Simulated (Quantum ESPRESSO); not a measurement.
# SrO (Fm-3m): a mode Grüneisen parameter, worked out

Wanted: a fit of frequency against volume for SrO (Fm-3m), tested on a run that is left out of it.

Calculated with Quantum ESPRESSO 7.5; DFT LDA, scalar-relativistic, plane waves, JTH PAW pseudopotentials.

The database entry behind the starting cell differs from later determinations by our own check (about 0.5 % short), so it need not match the best structure at ambient conditions.

## Step 1: The relaxed structure

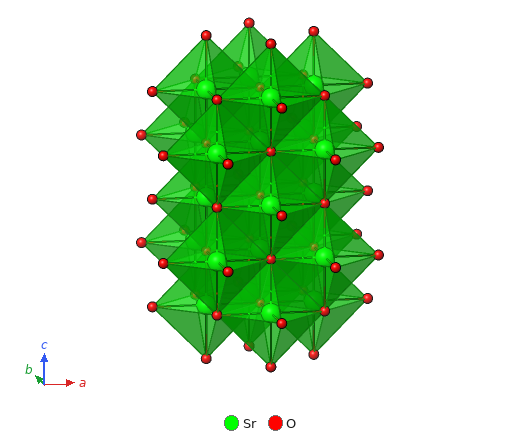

The starting structure, seen slightly off an axis (strontium green, oxygen red). 1×1×2 cells are drawn. This picture shows the conventional cell, with its axes. Some periodic images of atoms are drawn too.

Structure file:

```
Sr O
1.0
    -2.53061    0.00000    2.53061
     0.00000    2.53061    2.53061
    -2.53061    2.53061    0.00000
Sr O
1 1
Direct
  0.50000 0.50000 0.50000
  0.00000 0.00000 0.00000
```

This is the cell after its relaxation at this level of theory, not the database cell from which that began.

## Step 2: Runs at several volumes

The relaxed cell is scaled uniformly; in this structure symmetry fixes all atoms, so nothing has to be relaxed anew. Each volume gets a ground state and a response at Γ. The mode followed is the highest one without the macroscopic field, of symmetry T1u; longitudinal polar modes lie higher. Cutoff 60 Ry, k mesh 8×8×8.

From the response at V/V₀ = 0.94:

Log:

```text
[banners, grids, parts of the stress and lines that vanish by symmetry left out]
Program PHONON v.7.5
     Reading xml data from directory:

[...]
Exchange-correlation= PW
                           (   1   4   0   0   0   0   0)
[...]
kinetic-energy cut-off    =      60.0000  Ry
     charge density cut-off    =     480.0000  Ry
     convergence threshold     =      1.0E-18
[...]
Exchange-correlation= PW
                           (   1   4   0   0   0   0   0)
[...]
q = (   0.0000000   0.0000000   0.0000000 )
     49 Sym.Ops. (with q -> -q+G )
     G cutoff =  533.6340  (  36613 G-vectors)     FFT grid: ( 48, 48, 48)
     G cutoff =  266.8170  (  12939 G-vectors)  smooth grid: ( 36, 36, 36)
     number of k points=    29
[...]
Mode symmetry, O_h (m-3m)  point group:
[...]
Dielectric constant
[...]
End of electric fields calculation
          Dielectric constant in cartesian axis
          (       3.920512526      -0.000000000      -0.000000000 )
          (      -0.000000000       3.920512526      -0.000000000 )
          (      -0.000000000      -0.000000000       3.920512526 )
          Effective charges (d Force / dE) in cartesian axis without acoustic sum rule applied (asr)
           atom    1  Sr    Mean Z*:        2.51925
      Ex  (        2.51925       -0.00000        0.00000 )
      Ey  (        0.00000        2.51925        0.00000 )
      Ez  (       -0.00000        0.00000        2.51925 )
           atom    2  O     Mean Z*:       -2.51484
      Ex  (       -2.51484       -0.00000       -0.00000 )
      Ey  (       -0.00000       -2.51484        0.00000 )
      Ez  (       -0.00000        0.00000       -2.51484 )
          Effective charges Sum: Mean:        0.00441
[...]
Effective charges (d Force / dE) in cartesian axis with asr applied:
           atom    1  Sr    Mean Z*:        2.51705
[...]
atom    2  O     Mean Z*:       -2.51705
[...]
Representation #   1 modes #   1   2   3
[...]
End of self-consistent calculation
     Convergence has been achieved
     Representation #   2 modes #   4   5   6
[...]
End of self-consistent calculation
     Convergence has been achieved
[...]
Dielectric constant in cartesian axis
          (       3.920512526      -0.000000000      -0.000000000 )
          (      -0.000000000       3.920512526      -0.000000000 )
          (      -0.000000000      -0.000000000       3.920512526 )
          Effective charges (d Force / dE) in cartesian axis without acoustic sum rule applied (asr)
           atom    1  Sr    Mean Z*:        2.51925
      Ex  (        2.51925       -0.00000        0.00000 )
      Ey  (        0.00000        2.51925        0.00000 )
      Ez  (       -0.00000        0.00000        2.51925 )
           atom    2  O     Mean Z*:       -2.51484
      Ex  (       -2.51484       -0.00000       -0.00000 )
      Ey  (       -0.00000       -2.51484        0.00000 )
      Ez  (       -0.00000        0.00000       -2.51484 )
          Effective charges Sum: Mean:        0.00441
[...]
Effective charges (d Force / dE) in cartesian axis with asr applied:
           atom    1  Sr    Mean Z*:        2.51705
[...]
atom    2  O     Mean Z*:       -2.51705
[...]
q = (    0.000000000   0.000000000   0.000000000 )
[...]
freq (    1) =       0.043635 [THz] =       1.455520 [cm-1]
     freq (    2) =       0.043635 [THz] =       1.455520 [cm-1]
     freq (    3) =       0.043635 [THz] =       1.455520 [cm-1]
     freq (    4) =       7.554732 [THz] =     251.998744 [cm-1]
     freq (    5) =       7.554732 [THz] =     251.998744 [cm-1]
     freq (    6) =       7.554732 [THz] =     251.998744 [cm-1]
[...]
Mode symmetry, O_h (m-3m)  point group:
     freq (   1-   3) =          1.5  [cm-1]   --> T_1u G_15  G_4- I
     freq (   4-   6) =        252.0  [cm-1]   --> T_1u G_15  G_4- I

   JOB DONE.
```

One volume, V/V₀ = 1, is held back as a test.

```
V/V₀  volume (Å³/atom)  pressure (GPa)   ω (cm⁻¹)
0.94            15.234            7.19     252.00
0.97            15.720            3.17     233.62
   1            16.206           -0.24  held back
1.03            16.692           -3.12     197.57
1.06            17.178           -5.56     179.63
```

## Step 3: The fit

The mode Grüneisen parameter is γ = −d ln ω / d ln V.

```
ln(V/V₀)    ln ω
 -0.0619  5.5294
 -0.0305  5.4537
  0.0296  5.2861
  0.0583  5.1909
```

A straight line through these points has the slope -2.811, so γ = 2.81; at V/V₀ = 1 it predicts ω = exp(5.3619 + 0.0000) = 213.12 cm⁻¹.

A parabola of pressure against ln V through V/V₀ = 0.97, 1 and 1.03 gives the bulk modulus B = −dP/d ln V = 105 GPa at V₀. With ω₀ from the fitted line the pressure coefficient follows as dω/dP = γ ω₀ / B = 2.81 × 213.1 / 105 = 5.73 cm⁻¹/GPa.

## Step 4: The run that was held back

Log:

```text
[banners, grids, parts of the stress and lines that vanish by symmetry left out]
[banner, memory and clock lines left out]
Program PHONON v.7.5

[...]
Exchange-correlation= PW
                           (   1   4   0   0   0   0   0)
[...]
kinetic-energy cut-off    =      60.0000  Ry
     charge density cut-off    =     480.0000  Ry
     convergence threshold     =      1.0E-18
[...]
Exchange-correlation= PW
                           (   1   4   0   0   0   0   0)
[...]
q = (   0.0000000   0.0000000   0.0000000 )
     49 Sym.Ops. (with q -> -q+G )
     G cutoff =  556.1069  (  38949 G-vectors)     FFT grid: ( 48, 48, 48)
     G cutoff =  278.0534  (  13803 G-vectors)  smooth grid: ( 36, 36, 36)
     number of k points=    29
[...]
Mode symmetry, O_h (m-3m)  point group:
[...]
Dielectric constant
[...]
End of electric fields calculation
          Dielectric constant in cartesian axis
          (       3.872293112       0.000000000       0.000000000 )
          (       0.000000000       3.872293112      -0.000000000 )
          (       0.000000000      -0.000000000       3.872293112 )
          Effective charges (d Force / dE) in cartesian axis without acoustic sum rule applied (asr)
           atom    1  Sr    Mean Z*:        2.47367
      Ex  (        2.47367        0.00000        0.00000 )
      Ey  (        0.00000        2.47367        0.00000 )
      Ez  (       -0.00000        0.00000        2.47367 )
           atom    2  O     Mean Z*:       -2.46918
      Ex  (       -2.46918        0.00000       -0.00000 )
[...]
Representation #   1 modes #   1   2   3
[...]
End of self-consistent calculation
     Convergence has been achieved
     Representation #   2 modes #   4   5   6
[...]
End of self-consistent calculation
     Convergence has been achieved
[...]
Dielectric constant in cartesian axis
          (       3.872293112       0.000000000       0.000000000 )
          (       0.000000000       3.872293112      -0.000000000 )
          (       0.000000000      -0.000000000       3.872293112 )
          Effective charges (d Force / dE) in cartesian axis without acoustic sum rule applied (asr)
           atom    1  Sr    Mean Z*:        2.47367
      Ex  (        2.47367        0.00000        0.00000 )
      Ey  (        0.00000        2.47367        0.00000 )
      Ez  (       -0.00000        0.00000        2.47367 )
           atom    2  O     Mean Z*:       -2.46918
      Ex  (       -2.46918        0.00000       -0.00000 )
      Ey  (        0.00000       -2.46918       -0.00000 )
      Ez  (       -0.00000       -0.00000       -2.46918 )
          Effective charges Sum: Mean:        0.00449
[...]
Effective charges (d Force / dE) in cartesian axis with asr applied:
           atom    1  Sr    Mean Z*:        2.47143
[...]
atom    2  O     Mean Z*:       -2.47143
[...]
q = (    0.000000000   0.000000000   0.000000000 )
[...]
freq (    1) =       0.038285 [THz] =       1.277058 [cm-1]
     freq (    2) =       0.038285 [THz] =       1.277058 [cm-1]
     freq (    3) =       0.038285 [THz] =       1.277058 [cm-1]
     freq (    4) =       6.461905 [THz] =     215.545953 [cm-1]
     freq (    5) =       6.461905 [THz] =     215.545953 [cm-1]
     freq (    6) =       6.461905 [THz] =     215.545953 [cm-1]
[...]
Mode symmetry, O_h (m-3m)  point group:
     freq (   1-   3) =          1.3  [cm-1]   --> T_1u G_15  G_4- I
     freq (   4-   6) =        215.5  [cm-1]   --> T_1u G_15  G_4- I
```

It gives 215.55 cm⁻¹ against the predicted 213.12 cm⁻¹, a miss of 2 cm⁻¹.

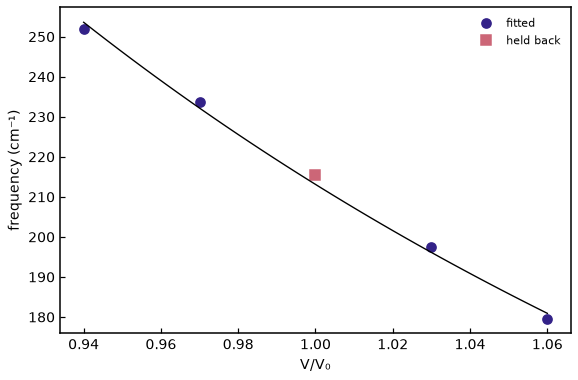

Frequency against volume, with the power-law fit.

## Step 5: Results

| Item | Value |
| --- | --- |
| mode Grüneisen parameter | 2.811 |
| bulk modulus | 105 GPa |
| pressure coefficient | 5.73 cm⁻¹/GPa |

In words: The highest optical mode of SrO (Fm-3m) without the LO-TO term stiffens by 5.73 cm⁻¹ a GPa near the relaxed volume, with γ = 2.81. The power law meets all 5 runs within 1.13 %; between neighbouring volumes γ runs from 2.41 to 3.32. Such a coefficient turns a measured shift of this mode into a hydrostatic stress; uniaxial or biaxial stress splits the mode and needs deformation potentials. These are harmonic values at zero temperature for the structure held cubic, which a run at Γ can't show to be stable; the bulk modulus rests on three points.

[Host names and launcher messages were left out of these logs when they were recorded.]

[Logs are printed without paths, hosts, clocks, repeated set-up lines and the standing remarks that a program may print on its own settings, such as how far it seeks lower states.]

[Hosts, paths, dates, database ids (printed as entryN), source tags and the programs' standing remarks are cut or masked in the printed files.]
